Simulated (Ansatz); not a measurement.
**Geometry relaxation of CuO (part 1 of 3)**

System: CuO (slab, 8 atoms in the cell).
Method: DFT PBEsol, scalar-relativistic, plane waves, PAW, no spin polarisation (Ansatz 0.2.0).

The structure derives from an entry of the Crystallography Open Database. The input holds or restrains some coordinates. Forces given for the steps count only the free coordinates. It belongs to a series of runs on one base structure; here: clean slab, lower half held.

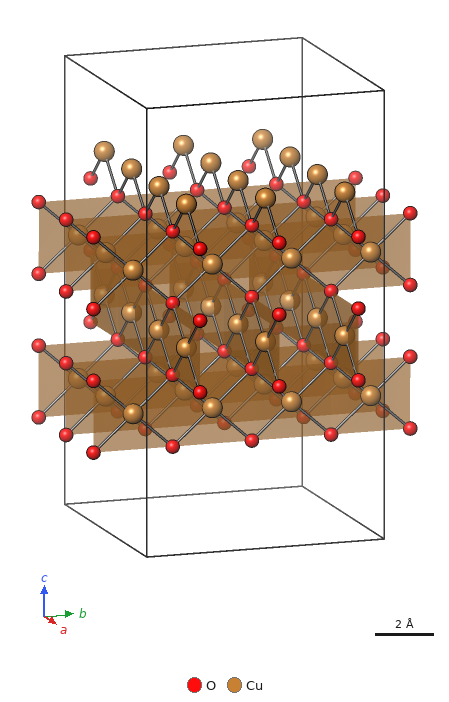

Figure 1. The input geometry (polyhedral view of the 3 × 3 repeat of the cell, with the vacuum cut short, seen slightly off an axis; polyhedra are completed across the faces of the cell). An atom can appear more than once, as a periodic image.

## Results in brief

```tsv
quantity	value
outcome	converged under the restraints of the input
electrons treated	100
free energy	−28590.1884 eV
work function, top face	4.68 eV
work function, bottom face	8.46 eV
Fermi energy	0.396 eV
gap on the k-point mesh	none (metallic)
final volume	217.03 Å³
work function (upper face)	4.68 eV
largest force (length of the vector) at the end, held atoms and coordinates included	2.295 eV/Å
hardware	4 threads of Intel Xeon @ 2.50GHz (Skylake/Cascade Lake), 192 GiB of memory available, shared host
wall time	2.5 min (CPU time 9.5 min)
peak memory	0.96 GiB
```

## Remarks

Warnings of the run: the exchange-correlation potential is rough where the density is thin. The run has no spin polarisation, so a magnetic state may lie lower.

## The input
```yaml
crystal:
  lattice:
    - [2.8941129938, 0.0, 0.0]
    - [0.0116739599, 2.8940894491, 0.0]
    - [0.0, 0.0, 25.9110424567]
  atoms:
    - { symbol: O, position: [0.5000182939, 0.5000980343, 0.3280454661] }
    - { symbol: Cu, position: [0.5001163282, 0.0001163282, 0.3771753329] }
    - { symbol: O, position: [0.5002143625, 0.5001346221, 0.4263051998] }
    - { symbol: Cu, position: [0.0002326564, 0.5002326564, 0.4754350666] }
    - { symbol: O, position: [0.5002509502, 0.5003306906, 0.5245649334] }
    - { symbol: Cu, position: [0.5003489845, 0.0003489845, 0.5736948002] }
    - { symbol: O, position: [0.5004470188, 0.5003672784, 0.6228246671] }
    - { symbol: Cu, position: [0.0004653127, 0.5004653127, 0.6719545339] }
basis:
  ecutwfc: 420
kpoints:
  mp_grid: { grid: [10, 10, 1] }
hamiltonian:
  xc: pbesol
scf:
  occupations: { method: gaussian, width: 0.1 }
output:
  forces: true
  eigenvalues: true
  write_density: true
  write_potential: true
  elf: true
  volumetric_format: npy
relax:
  adjacent_minimum: "off"
  f_tol: 0.03
  max_steps: 70
  constraints: [{ sites: [0, 1, 2, 3] }]
efield:
  axis: 3
  dipole_correction: true
  ramp_width: 0.04
```

Launched with:
```bash
ansatz run input.yaml --threads 4 --pin off --max-ram 10240MiB --backend cpu --events-out ev --progress --plain --runs-dir out
```

## Output
```
Engine: ansatz 0.2.0, x86_64-unknown-linux-gnu
Pseudopotentials: kind: paw
Pseudopotential: O, paw, valence charge 6, recommended cutoff 420 eV (normal), O.paw.azcp
Pseudopotential: Cu, paw, valence charge 19, recommended cutoff 420 eV (normal), Cu.paw.azcp
Functional definition: PBEsol
  exchange = pbesol_x
  correlation = pbesol_c
Crystal: 8 atoms, lattice volume = 217.026 Å³
Basis set: ecut = 420 eV, 4203 PW (Γ), exchange–correlation on 40×40×360 points (8 copies of the dense FFT grid, shifted against one another)
Bands: 60, of which v1, the nominal top of the filled ones, is band 50 counted from 1 (49 counted from 0)
Symmetry: 1 space group operations
Space group: P1 (ITA 1), of the structure as read, at distance tolerance 6.0e-5 Å
k-points: 52 of 100 (time reversal used)
Non-local potential: O, projectors of the file, l = 0: 2, l = 1: 2, l = 2: 1
Non-local potential: Cu, projectors of the file, l = 0: 3, l = 1: 2, l = 2: 3, l = 3: 1
PAW form: soft (Blöchl's): semilocal exchange-correlation on the pseudo side does not see the compensation charge
PAW frozen core: O, regenerated for the run's functional, and the local potential with it (the file was generated under x = pbe(κ = 0.804, μ = 0.2195149727645171), c = pbe(β = 0.06672455060314922))
PAW frozen core: Cu, regenerated for the run's functional, and the local potential with it (the file was generated under x = pbe(κ = 0.804, μ = 0.2195149727645171), c = pbe(β = 0.06672455060314922))
PAW one-centre angular grid: O, 110 points (default); XC on 64 Gauss nodes
PAW one-centre angular grid: Cu, 590 points (default); XC on 64 Gauss nodes
Initial density: superposition of atomic densities (neutral atoms: chi_scale 0, normalization atom), corrected by the library's trained network
Initial wavefunctions: pseudopotential atomic-orbital guess
Functional: x = pbesol(κ = 0.804, μ = 0.12345679012345678), c = pbesol(β = 0.046)
SCF iter   1: F=—  HF=-28590.298575 eV  |F-HF|=—  |Δ(HF+E_count)|=         —  Δρ=2.81e-2  dr2=7.56e0  ethr=1.77e-3  p=0.174 e·Å  D=1.45e-1 V/Å  ΔV_dip=-3.77 eV  dr2_dipole=2.89e0  V_vac-E_F(+/−)=4.55/8.32 eV  ⟨swp⟩=7.8  Hψ=13591  notcnv=0  defer=70
efield: sawtooth ramp at fractional position 0.9800 (placed from the atoms, in the widest stretch of the axis that holds none; the zero of the levels goes with the place), width 0.0400; the density the first Hamiltonian is built on has a dipole p = 0.174 e·Å; the dipole correction subtracts the counter field D = 1.45e-1 V/Å, which shifts the + side's vacuum level by -3.77 eV against the − side's; the planar-averaged density in the ramp window peaks in size at 8.4e-6 e/Å³
preconditioner: auto → LDOS  [metal: Δε(μ)=0.008 eV  Ē_g=9.770 eV  σ=0.100 eV  W_gap=0.04  n_scr=54 (ndim 8)  ℏωp=20.8 eV  f_vac=0.564  D(μ)=6.85/eV (n_scr^D=54)  β→1.0]
SCF iter   2: F=—  HF=-28590.251092 eV  |F-HF|=—  |Δ(HF+E_count)|=   4.75e-2  Δρ=2.26e-2  dr2=6.55e-1  ethr=1.77e-3  p=0.159 e·Å  D=1.33e-1 V/Å  ΔV_dip=-3.44 eV  dr2_dipole=1.16e-3  V_vac-E_F(+/−)=5.02/8.46 eV  ⟨swp⟩=2.0  Hψ=5215  notcnv=0  defer=140
SCF iter   3: F=—  HF=-28590.147786 eV  |F-HF|=—  |Δ(HF+E_count)|=   1.03e-1  Δρ=6.26e-3  dr2=2.71e-1  ethr=6.55e-4  p=0.170 e·Å  D=1.41e-1 V/Å  ΔV_dip=-3.66 eV  dr2_dipole=1.02e-1  V_vac-E_F(+/−)=4.75/8.41 eV  ⟨swp⟩=2.0  Hψ=4411  notcnv=0  defer=140
SCF iter   4: F=—  HF=-28590.155529 eV  |F-HF|=—  |Δ(HF+E_count)|=   7.74e-3  Δρ=4.16e-3  dr2=2.90e-2  ethr=2.71e-4  p=0.168 e·Å  D=1.40e-1 V/Å  ΔV_dip=-3.62 eV  dr2_dipole=5.39e-6  V_vac-E_F(+/−)=4.81/8.44 eV  ⟨swp⟩=2.0  Hψ=3780  notcnv=0  defer=134
SCF iter   5: F=—  HF=-28590.156777 eV  |F-HF|=—  |Δ(HF+E_count)|=   1.25e-3  Δρ=1.98e-3  dr2=6.95e-3  ethr=2.90e-5  p=0.169 e·Å  D=1.41e-1 V/Å  ΔV_dip=-3.65 eV  dr2_dipole=1.36e-5  V_vac-E_F(+/−)=4.80/8.45 eV  ⟨swp⟩=1.6  Hψ=3495  notcnv=0  defer=133
SCF iter   6: F=—  HF=-28590.157321 eV  |F-HF|=—  |Δ(HF+E_count)|=   5.44e-4  Δρ=1.33e-3  dr2=3.30e-3  ethr=6.95e-6  p=0.169 e·Å  D=1.41e-1 V/Å  ΔV_dip=-3.66 eV  dr2_dipole=2.75e-5  V_vac-E_F(+/−)=4.80/8.46 eV  ⟨swp⟩=1.9  Hψ=3567  notcnv=0  defer=133
SCF iter   7: F=—  HF=-28590.157427 eV  |F-HF|=—  |Δ(HF+E_count)|=   1.07e-4  Δρ=6.40e-4  dr2=1.26e-3  ethr=3.30e-6  p=0.170 e·Å  D=1.42e-1 V/Å  ΔV_dip=-3.67 eV  dr2_dipole=3.30e-4  V_vac-E_F(+/−)=4.79/8.46 eV  ⟨swp⟩=1.6  Hψ=3132  notcnv=0  defer=133
SCF iter   8: F=—  HF=-28590.157465 eV  |F-HF|=—  |Δ(HF+E_count)|=   3.76e-5  Δρ=1.43e-4  dr2=5.13e-5  ethr=1.26e-6  p=0.170 e·Å  D=1.42e-1 V/Å  ΔV_dip=-3.67 eV  dr2_dipole=1.03e-5  V_vac-E_F(+/−)=4.79/8.46 eV  ⟨swp⟩=1.5  Hψ=3105  notcnv=0  defer=133
SCF iter   9: F=-28590.157506 eV  HF=-28590.157519 eV  |F-HF|=1.31e-5  |Δ(HF+E_count)|=   5.45e-5  Δρ=8.25e-5  dr2=1.90e-5  ethr=2.25e-8  p=0.170 e·Å  D=1.42e-1 V/Å  ΔV_dip=-3.67 eV  dr2_dipole=4.38e-9  V_vac-E_F(+/−)=4.79/8.46 eV  ⟨swp⟩=23.0  Hψ=34447  notcnv=0
SCF 1 converged in 9 iterations: F = -28590.157506 eV  dr2 = 1.90e-5
  greatest PAW one-centre occupation: 1.000 electrons in one spin orbital (limit 2), on the Cu atom at site 7 (counted from 0), in its partial waves of l = 0
relax step   1: F+E_penalty+E_count = -28590.15750619 eV  Δ(F+E_penalty+E_count) = +0.000e0 eV  max|allowed force component| = 6.338e-1 eV/Å  Δτ_max = 0.0000 Å  (9 SCF iters, dr2 threshold 2.25e-5 eV, accepted)
Initial density: handed on by an earlier stage of this run
Initial wavefunctions: those handed on with the density
iter 1 solved again at ethr=1.87e-4 eV; its pass at ethr=3.10e-3 eV (dr2=1.87e-1 eV) is discarded
SCF iter   1: F=—  HF=-28590.175612 eV  |F-HF|=—  |Δ(HF+E_count)|=         —  Δρ=4.85e-3  dr2=1.80e-1  ethr=1.87e-4  p=0.170 e·Å  D=1.42e-1 V/Å  ΔV_dip=-3.67 eV  dr2_dipole=6.90e-2  V_vac-E_F(+/−)=4.78/8.45 eV  ⟨swp⟩=1.0  Hψ=8303  notcnv=0  defer=122
efield: sawtooth ramp at fractional position 0.9800 (handed on by an earlier solve), width 0.0400; the density the first Hamiltonian is built on has a dipole p = 0.170 e·Å; the dipole correction subtracts the counter field D = 1.42e-1 V/Å, which shifts the + side's vacuum level by -3.67 eV against the − side's; the planar-averaged density in the ramp window peaks in size at 3.7e-6 e/Å³
preconditioner: auto → LDOS  [metal: Δε(μ)=0.006 eV  Ē_g=9.833 eV  σ=0.100 eV  W_gap=0.04  n_scr=54 (ndim 8)  ℏωp=20.8 eV  f_vac=0.565  D(μ)=7.85/eV (n_scr^D=64)  β→1.0]
SCF iter   2: F=—  HF=-28590.170907 eV  |F-HF|=—  |Δ(HF+E_count)|=   4.70e-3  Δρ=1.64e-3  dr2=9.52e-3  ethr=1.80e-4  p=0.168 e·Å  D=1.40e-1 V/Å  ΔV_dip=-3.63 eV  dr2_dipole=3.14e-3  V_vac-E_F(+/−)=4.82/8.46 eV  ⟨swp⟩=2.0  Hψ=3228  notcnv=0  defer=122
SCF iter   3: F=—  HF=-28590.172767 eV  |F-HF|=—  |Δ(HF+E_count)|=   1.86e-3  Δρ=3.03e-3  dr2=2.47e-2  ethr=9.52e-6  p=0.172 e·Å  D=1.43e-1 V/Å  ΔV_dip=-3.72 eV  dr2_dipole=4.66e-3  V_vac-E_F(+/−)=4.74/8.45 eV  ⟨swp⟩=2.1  Hψ=5821  notcnv=0  defer=122
SCF iter   4: F=—  HF=-28590.171796 eV  |F-HF|=—  |Δ(HF+E_count)|=   9.71e-4  Δρ=8.63e-4  dr2=2.79e-3  ethr=9.52e-6  p=0.171 e·Å  D=1.42e-1 V/Å  ΔV_dip=-3.69 eV  dr2_dipole=7.84e-4  V_vac-E_F(+/−)=4.77/8.46 eV  ⟨swp⟩=2.0  Hψ=4835  notcnv=0  defer=122
SCF iter   5: F=—  HF=-28590.171868 eV  |F-HF|=—  |Δ(HF+E_count)|=   7.12e-5  Δρ=2.65e-4  dr2=1.79e-4  ethr=2.79e-6  p=0.171 e·Å  D=1.42e-1 V/Å  ΔV_dip=-3.69 eV  dr2_dipole=7.15e-6  V_vac-E_F(+/−)=4.77/8.46 eV  ⟨swp⟩=2.0  Hψ=3482  notcnv=0  defer=122
SCF iter   6: F=—  HF=-28590.171927 eV  |F-HF|=—  |Δ(HF+E_count)|=   5.98e-5  Δρ=2.57e-4  dr2=1.50e-4  ethr=1.79e-7  p=0.171 e·Å  D=1.42e-1 V/Å  ΔV_dip=-3.69 eV  dr2_dipole=9.32e-8  V_vac-E_F(+/−)=4.77/8.46 eV  ⟨swp⟩=2.0  Hψ=4459  notcnv=0  defer=122
SCF iter   7: F=-28590.171926 eV  HF=-28590.171927 eV  |F-HF|=1.18e-6  |Δ(HF+E_count)|=   1.99e-7  Δρ=9.12e-5  dr2=1.65e-5  ethr=2.51e-8  p=0.171 e·Å  D=1.42e-1 V/Å  ΔV_dip=-3.69 eV  dr2_dipole=3.04e-7  V_vac-E_F(+/−)=4.77/8.46 eV  ⟨swp⟩=19.4  Hψ=32406  notcnv=0
SCF 2 converged in 7 iterations: F = -28590.171926 eV  dr2 = 1.65e-5
  Residual-converged pass: ⟨swp⟩=1.0  Hψ=3328  notcnv=0  max |occ|·‖R‖ = 7.1e-9 eV (tolerance 1.0e-8 eV)  dr2=1.65e-5  dr2_onsite=2.15e-6  max |Δocc| = 1.9e-11
relax step   2: F+E_penalty+E_count = -28590.17192591 eV  Δ(F+E_penalty+E_count) = -1.442e-2 eV  max|allowed force component| = 4.678e-1 eV/Å  Δτ_max = 0.0325 Å  (7 SCF iters, dr2 threshold 2.51e-5 eV, accepted)
iter 1 solved again at ethr=1.40e-3 eV; its pass at ethr=3.10e-3 eV (dr2=1.40e0 eV) is discarded
```
